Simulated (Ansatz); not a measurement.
## Run report: TiAl, geometry relaxation (part 2 of 2)

TiAl (P4/mmm, 2 atoms in the cell); DFT r2SCAN, scalar-relativistic, plane waves, PAW, no spin polarisation (Ansatz 0.2.0); cutoff 500 eV, 14×14×10 k-mesh, Gaussian smearing of 0.1 eV. The structure derives from an entry of the Crystallography Open Database.

Geometry of the input (Å; fractional positions):
```
2.8373  0.0000  0.0000
0.0000  2.8373  0.0000
0.0000  0.0000  4.0591
Ti 0.0000  0.0000  0.0000
Al 0.5000  0.5000  0.5000
```

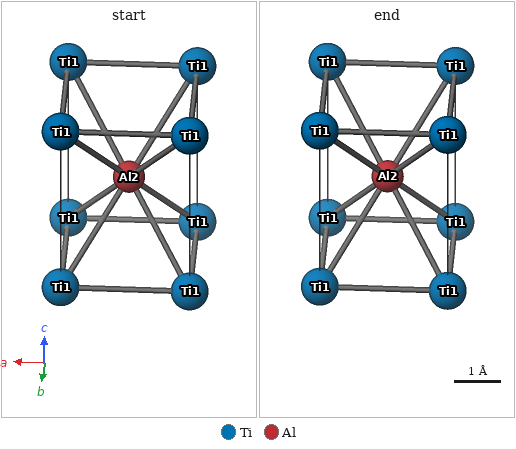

Before (left) and after (right) the relaxation, at one scale (ball-and-stick view of the cell of the calculation, seen at an oblique angle). The atoms keep their places relative to the cell (all moves are under 0.005 Å). The drawn cell changes as follows: a = b 2.837 → 2.811 Å (−0.9 %), c 4.059 → 4.065 Å (+0.1 %); the volume changes by −1.7 %. Among the contacts that change: Ti1–Ti1 2.837 → 2.811 Å, Al2–Al2 2.837 → 2.811 Å, Ti1–Al2 2.854 → 2.843 Å. The space group stays P4/mmm (No. 123). After 3 geometry steps the energy has fallen by 4.7 meV per cell of the calculation. All forces vanish by symmetry, so only the cell relaxes. Pressure: −2.05 GPa at the start and 0.00 GPa at the end. A last SCF at the same geometry on a re-selected plane-wave basis shifts the energy by +0.2 meV per cell of the calculation. (Atoms are counted from 1 in the order of the input.)

```
basis re-selected at this cell: Δ(F+E_penalty+E_count) = +1.661e-4 eV, ΔP = -0.004 GPa vs the last step (what re-selecting the basis moved, of the pressure what is left beyond the Pulay correction that the steps carried, after the strain that the cell walked since its last selection, with what the two solves' SCF thresholds leave and, on support functions, any second-order correction that the steps lacked; it is no measure of the basis error at this ecutwfc). This SCF's stress stands 3.12e-2 GPa from its target on what of the cell is left free (relax.cell.stress_tol is 5.00e-2 GPa) and its largest allowed force component is 2.96e-31 eV/Å (relax.f_tol is 5.00e-3 eV/Å): within both
SCF converged after 6 iterations
Free energy (F): -3045.688867 eV
Harris-Foulkes:  -3045.688867 eV  (|F-HF|=1.36e-12)
Internal energy: -3045.680941 eV  (E = F + TS)
E sigma→0 (E₀):  -3045.684904 eV
Entropy (-TS):   -0.007926 eV (-3.963 meV/atom)
Fermi energy:    11.128214 eV
--- Per-component energies (eV) ---
  E_band       = -176.646090
  E_kinetic    = 297.193214
  E_local      = -1069.675499  (includes V_loc(G=0)·N_el)
  E_nonlocal   = 17.872874
  E_hartree    = 458.425795
  E_xc         = -130.321376
  E_vxc        = -164.823939  (∫ρ·V_xc dr)
  E_paw        = -1530.535604  (= ΣΔE_a)
  E_vpaw       = -184.403072  (= ΣTr[D̂ρ^β])
  E_aug_tail   = 0.000093  (compensation charges beyond the density's cutoff)
  E_vtau       = 10.338646  (kinetic-family band-sum trace: ∫τ·v_τ [+ j·A + Jᵃ·Aᵃ] dr)
  E_ewald      = -1088.326872
  E_core_change = -0.313565  (= ΣΔE_core)
  E_smearing   = -0.007926  (= −TS)
  E_closure    = 0.000000  (closes the sum)
  Σ components = -3045.688867   (vs F -3045.688867, Δ=0.00e0)
--- Forces (eV/Å), atoms counted from 1 ---
  atom   1  Ti     0.00000000    -0.00000000     0.00000000
  atom   2  Al     0.00000000     0.00000000    -0.00000000
  max |Σ_I F_I| component: 9.86e-31 eV/Å
--- Stress (GPa, compression-positive) ---
       -0.017022      -0.000000       0.000000
       -0.000000      -0.017022       0.000000
        0.000000       0.000000       0.031218
  P = ⅓ Tr σ = -0.0009 GPa (-0.009 kbar)
--- Band table (eV; the first three rows and the last of 216) ---
  k-point 0: bands = ["-47.8494", "-23.2062", "-22.7207", "-22.7207", "1.4672", "9.1215", "10.1443", "10.5902", "13.5074", "13.5074", "14.8472", "17.7110"]
  k-point 1: bands = ["-47.8494", "-23.2080", "-22.7206", "-22.7206", "1.5640", "8.6334", "10.1607", "10.8792", "13.4685", "13.4685", "14.8485", "18.0030"]
  k-point 2: bands = ["-47.8492", "-23.2129", "-22.7205", "-22.7205", "1.8453", "7.6894", "10.2045", "11.2996", "13.3708", "13.3708", "14.8520", "18.7691"]
  k-point 215: bands = ["-47.7221", "-23.1674", "-23.1674", "-23.0946", "8.5078", "8.7107", "8.7107", "13.3123", "13.5084", "13.7934", "15.4374", "15.4374"]
--- Relaxed structure (4 steps of the walk, 4 accepted, 1 SCFs on fresh bases) ---
  F+E_penalty+E_count = -3045.68886692 eV   max|allowed force component| = 2.958e-31 eV/Å   (the final SCF, on the basis selected at the relaxed cell)
  cell:  # Å, volume = 32.1105 Å³
    - [2.8105621012688236, -8.546120113354089e-35, 0.0]
    - [-8.546120113354089e-35, 2.810562101268823, 0.0]
    - [0.0, 0.0, 4.06500075276575]
  atoms:
    - { symbol: Ti, position: [-2.1212177338350232e-36, -1.1268969210998563e-36, 0.0] }
    - { symbol: Al, position: [0.49999999999999994, 0.49999999999999994, 0.5] }
```

**Trajectory as extended XYZ (Å, eV, eV/Å), 5 frames, from step=1 to step=5**
```
2
Lattice="2.8373 0.0000 0.0000 0.0000 2.8373 0.0000 0.0000 0.0000 4.0591" Properties=species:S:1:pos:R:3:forces:R:3 step=1 energy=-3045.68430 pressure_GPa=-2.05
Ti    0.0000    0.0000    0.0000    0.0000   0.0000   0.0000
Al    1.4186    1.4186    2.0295    0.0000   0.0000   0.0000
2
Lattice="2.7985 0.0000 0.0000 0.0000 2.7985 0.0000 0.0000 0.0000 4.0480" Properties=species:S:1:pos:R:3:forces:R:3 step=2 energy=-3045.68715 pressure_GPa=1.59
Ti    0.0000    0.0000    0.0000    0.0000   0.0000   0.0000
Al    1.3992    1.3992    2.0240    0.0000   0.0000   0.0000
2
Lattice="2.8117 0.0000 0.0000 0.0000 2.8117 0.0000 0.0000 0.0000 4.0621" Properties=species:S:1:pos:R:3:forces:R:3 step=3 energy=-3045.68902 pressure_GPa=-0.01
Ti    0.0000    0.0000    0.0000    0.0000   0.0000   0.0000
Al    1.4058    1.4058    2.0310    0.0000   0.0000   0.0000
2
Lattice="2.8106 0.0000 0.0000 0.0000 2.8106 0.0000 0.0000 0.0000 4.0650" Properties=species:S:1:pos:R:3:forces:R:3 step=4 energy=-3045.68903 pressure_GPa=0.00
Ti    0.0000    0.0000    0.0000    0.0000   0.0000   0.0000
Al    1.4053    1.4053    2.0325    0.0000   0.0000   0.0000
2
Lattice="2.8106 0.0000 0.0000 0.0000 2.8106 0.0000 0.0000 0.0000 4.0650" Properties=species:S:1:pos:R:3:forces:R:3 step=5 energy=-3045.68887 pressure_GPa=-0.00
Ti    0.0000    0.0000    0.0000    0.0000   0.0000   0.0000
Al    1.4053    1.4053    2.0325    0.0000   0.0000   0.0000
```

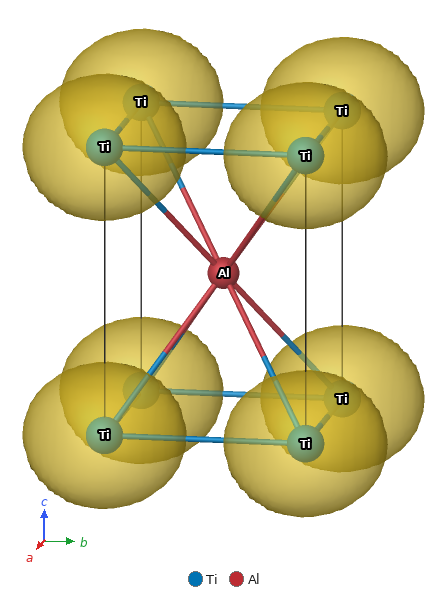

Isosurface of the valence pseudo-density at 0.3 e/Å³ (yellow), seen slightly off an axis. Sticks mark near contacts. The outline is the cell set on symmetry axes. At this value the density breaks into separate islands; it holds about 65 % of the electrons treated as valence (semicore included). It is pinched off along the Al–Al (2.81 Å), Ti–Ti (2.81 Å) and Ti–Al (2.84 Å) contacts. On the grid the lowest density along these lines, outside the cores, is 0.23 e/Å³ (Al–Al, 2.81 Å), 0.23 e/Å³ (Ti–Ti, 2.81 Å) and 0.2 e/Å³ (Ti–Al, 2.84 Å). Core electrons are frozen (PAW), so the fields are smoothed inside the atomic spheres.

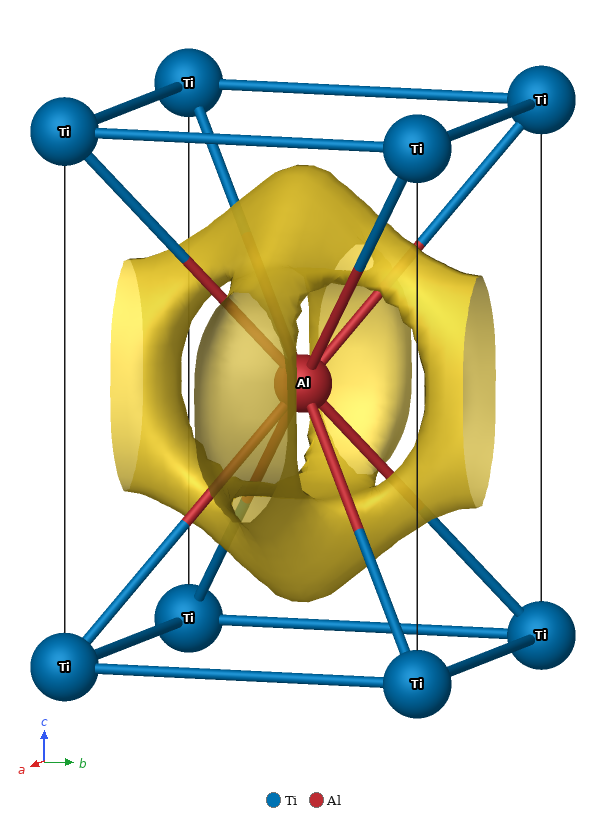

Isosurface of the ELF at 0.65 (yellow), seen slightly off an axis. Only the valence region is drawn (cores and ρ < 0.01 e/Å³ removed). Sticks mark near contacts. The outline is the cell set on symmetry axes. The ELF exceeds this value in sheets that run through the cell in two directions, counted in one cell of 2 atoms.  Values along the shortest contacts: Al–Al (2.81 Å): the ELF peaks at about 0.70 between the atoms. Ti–Ti (2.81 Å): the ELF is about 0.30 at the midpoint (no localised pair between them).

**Summary**

```json
{"quantity": "outcome", "value": "converged"}
{"quantity": "space group (tolerance 0.01 Å)", "value": "P4/mmm (123)"}
{"quantity": "electrons treated", "value": "15"}
{"quantity": "free energy", "value": "−3045.6889 eV"}
{"quantity": "Fermi energy", "value": "11.128 eV"}
{"quantity": "gap on the k-point mesh", "value": "none (metallic)"}
{"quantity": "pressure", "value": "0.00 GPa"}
{"quantity": "final volume", "value": "32.11 Å³"}
{"quantity": "largest force (length of the vector) at the end", "value": "under 0.001 eV/Å"}
{"quantity": "final cell", "value": "a = 2.811 Å, b = 2.811 Å, c = 4.065 Å, α = 90.00°, β = 90.00°, γ = 90.00°"}
{"quantity": "wall time", "value": "20 s (CPU time 38 s)"}
{"quantity": "peak memory", "value": "0.53 GiB"}
```
